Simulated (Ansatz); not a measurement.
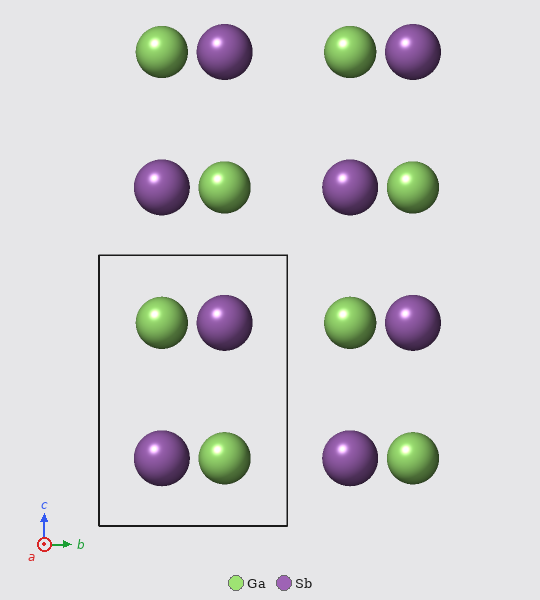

The picture looks along a close-packed row of the hexagonal mesh; c points upwards. Every atom sits on one of the three columns of the mesh; call them A, B, C in the order in which they first turn up. The sequence starts with the first layer at or above the cell's origin.

The compound is GaSb, taken as coordinates from a relaxation with Ansatz 0.2.0, DFT, PBE, plane waves, PAW; the starting structure was generated, so it need not be a known form of this composition.

Q: Read off the stacking sequence over one period.

A: Ga(A)+Sb(B) – Sb(A)+Ga(B) (two layers in 5.94 Å).
